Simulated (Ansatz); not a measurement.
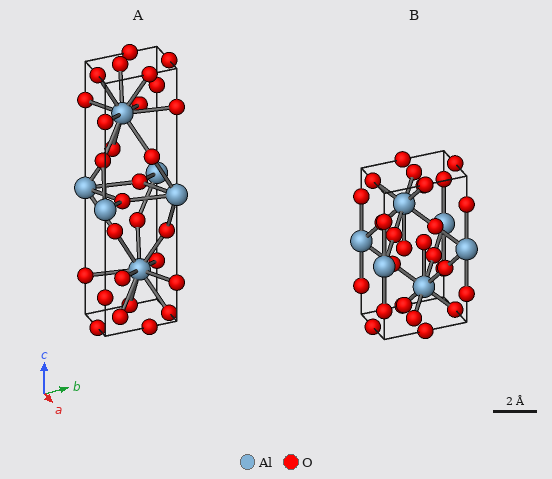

Two geometries of a crystal of AlO₅ (a generated structure, set up in R32) (coarse preliminary run), drawn at one scale. One is the start of a relaxation, the other its converged end. Style: ball-and-stick. Shown: the conventional cell (3 times the calculation's cell), slightly off an axis. Lengths and directions refer to the drawn axes.

Level of theory: DFT PBE, scalar-relativistic, plane waves, PAW (Ansatz 0.2.0). Settings: plane-wave cutoff 420 eV; k-point mesh 6 × 6 × 6; occupations gaussian; smearing width 0.1 eV; collinear spin; cell and atoms relaxed; force threshold 0.04 eV/Å; at most 70 steps.

### Which geometry has the lower energy?

Structure B is the relaxed one. The energy falls by 1257 meV per atom in 16 accepted moves (19 points after the start). The largest force component goes from 0.25 to 0.0015 eV/Å. The pressure goes from −19.77 to 0.06 GPa. At 3 points the geometry stayed and the basis and grid were re-selected for the new cell (energy shift of 30.7 meV per atom at most each time). The largest moves relative to the cell, 0.63 Å, are those of O atoms. Al stays in place. The volume changes by −23.3 %, with a = b 4.565 → 5.258 Å (+15.2 %), c 12.344 → 7.139 Å (−42.2 %). Some distances before and after: Al–O 4.289 → 2.181 Å, O–O 2.649 → 1.813 Å, Al–O 2.503 → 1.929 Å, Al–O 2.641 → 3.042 Å. New bonds form: Al–O (4.29 → 2.18 Å). The space group (tolerance 0.01 Å) goes from R32 (No. 155) to R-3m (No. 166). Cost: 12 min on 1 thread of Intel(R) Xeon(R) Processor @ 2.50GHz (Skylake/Cascade Lake) (shared host), peak memory 0.47 GiB.
